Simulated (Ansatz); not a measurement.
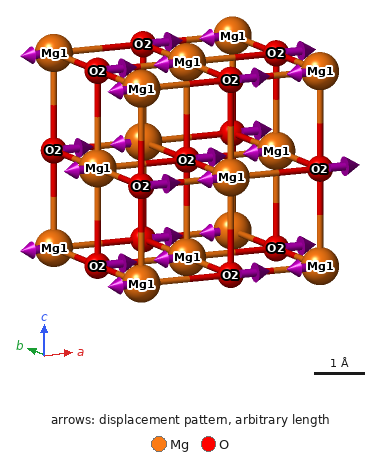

The lowest optical mode of crystalline MgO relaxed at 30 GPa, space group Fm-3m (No. 225), at the zone centre. The purple arrows give the relative displacements of the atoms. The picture is a ball-and-stick view of the conventional cell (4 times the calculation's cell), seen from a free direction. Lengths and directions refer to the drawn axes.

All numbers below come from Ansatz, DFT PBEsol, scalar-relativistic, plane waves, PAW. Settings: plane-wave cutoff 420 eV; k-point mesh 10 × 10 × 10; occupations fixed; target pressure 30 GPa; no spin polarisation.

Frequencies are those without the non-analytic (LO–TO) term.

Is the structure stable against all modes at this point?

Answer. Yes: this softest mode has a real frequency, and so have all others here. That speaks for this wave vector alone: the rest of the zone wasn't checked in this run. This is the T₁u mode (triply degenerate; one member of the set is drawn) at 524 cm⁻¹, the only optical level, infrared-active by symmetry. The O sublattice moves against the Mg sublattice, along a; it stretches the shortest Mg–O bonds (2.01 Å); the kinetic energy is shared as O 60 %, Mg 40 %. Its infrared intensity is 26 (D/Å)²/amu for the set. The value is the transverse one; the longitudinal partner lies at 805 cm⁻¹.
